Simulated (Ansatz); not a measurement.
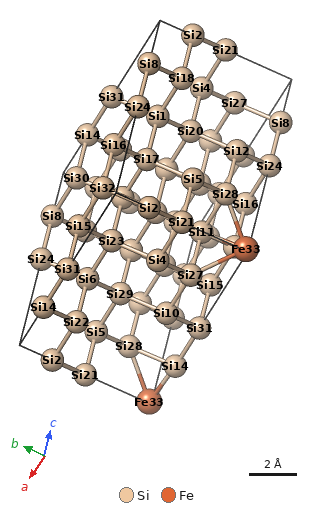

Starting structure of a defect cell of composition FeSi32 (cell charge +1). A ball-and-stick model of the cell of the calculation, seen from a free direction.

Case: Fe interstitial, charge +1, atoms relaxed.

Method: Ansatz, DFT LDA, scalar-relativistic, plane waves, PAW.

The input:
```yaml
crystal:
  lattice:
    - [-5.4019422754, -5.4019422754, 5.4019422754]
    - [5.4019422754, -5.4019422754, -5.4019422754]
    - [5.4019422754, 5.4019422754, 5.4019422754]
  atoms:
    - { symbol: Si, position: [0.25, 0.75, 0.75] }
    - { symbol: Si, position: [0.0, 0.75, 0.0] }
    - { symbol: Si, position: [0.5, 0.5, 0.75] }
    - { symbol: Si, position: [0.25, 0.5, 0.0] }
    - { symbol: Si, position: [0.0, 0.5, 0.25] }
    - { symbol: Si, position: [0.75, 0.75, 0.25] }
    - { symbol: Si, position: [0.5, 0.75, 0.5] }
    - { symbol: Si, position: [0.0, 0.0, 0.75] }
    - { symbol: Si, position: [0.75, 0.25, 0.75] }
    - { symbol: Si, position: [0.5, 0.25, 0.0] }
    - { symbol: Si, position: [0.25, 0.25, 0.25] }
    - { symbol: Si, position: [0.0, 0.25, 0.5] }
    - { symbol: Si, position: [0.75, 0.5, 0.5] }
    - { symbol: Si, position: [0.75, 0.0, 0.0] }
    - { symbol: Si, position: [0.5, 0.0, 0.25] }
    - { symbol: Si, position: [0.25, 0.0, 0.5] }
    - { symbol: Si, position: [0.25, 0.75, 0.5] }
    - { symbol: Si, position: [0.0, 0.75, 0.75] }
    - { symbol: Si, position: [0.5, 0.5, 0.5] }
    - { symbol: Si, position: [0.25, 0.5, 0.75] }
    - { symbol: Si, position: [0.0, 0.5, 0.0] }
    - { symbol: Si, position: [0.75, 0.75, 0.0] }
    - { symbol: Si, position: [0.5, 0.75, 0.25] }
    - { symbol: Si, position: [0.0, 0.0, 0.5] }
    - { symbol: Si, position: [0.75, 0.25, 0.5] }
    - { symbol: Si, position: [0.5, 0.25, 0.75] }
    - { symbol: Si, position: [0.25, 0.25, 0.0] }
    - { symbol: Si, position: [0.0, 0.25, 0.25] }
    - { symbol: Si, position: [0.75, 0.5, 0.25] }
    - { symbol: Si, position: [0.75, 0.0, 0.75] }
    - { symbol: Si, position: [0.5, 0.0, 0.0] }
    - { symbol: Si, position: [0.25, 0.0, 0.25] }
    - { symbol: Fe, position: [0.0036931719, 0.0159680571, 0.0127609351], spin: 4.0 }
total_charge: 1
basis:
  ecutwfc: 420
  xc_grid: 2
kpoints:
  mp_grid: { grid: [2, 2, 2], shift: [0.5, 0.5, 0.5] }
hamiltonian:
  xc: lda
scf:
  occupations: { method: gaussian, width: 0.02 }
output:
  forces: true
  stress: false
  eigenvalues: true
  populations: true
magnetization:
  spin_polarized: true
relax:
  adjacent_minimum: "off"
  f_tol: 0.02
  max_steps: 60
```

Launched with:
```bash
ansatz run input.yaml --threads 8 --pin off --max-ram 20480MiB --backend cpu --events-out ev --progress --plain --runs-dir out
```

### Predict the outcome.

The energy falls by 0.112 eV per cell of the calculation in 12 geometry steps. The largest force component goes from 0.76 to 0.014 eV/Å. The largest move is that of Fe33, 0.12 Å roughly along [−1 −2 −2]. Largest moves by element: Fe 0.12 Å, Si 0.08 Å. The cell doesn't change. Near-neighbour distances that change, for instance: Si11–Fe33 2.240 → 2.383 Å, Si18–Fe33 2.836 → 2.734 Å, Si14–Fe33 2.288 → 2.385 Å, Si28–Fe33 2.566 → 2.662 Å. Among the angles between lasting bonds that change: Si22–Si14–Fe33 72.7° → 68.9°, Si30–Si14–Fe33 71.6° → 68.3°, Si11–Si28–Si14 109.5° → 112.6°. Cost: 49 s on 8 threads of AMD EPYC 9R45 96-Core Processor (Zen 5), with other jobs on the host, peak memory 2.7 GiB.

The end point in the same view:

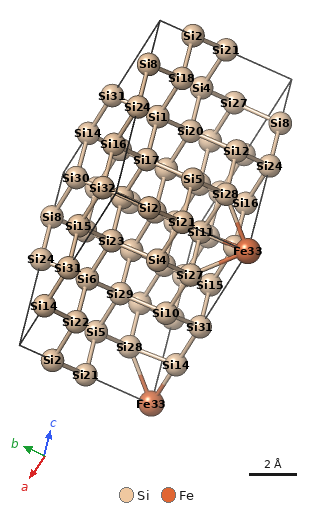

Limits of the set-up: the cell is charged, on a uniform background, and energies carry no finite-size correction.
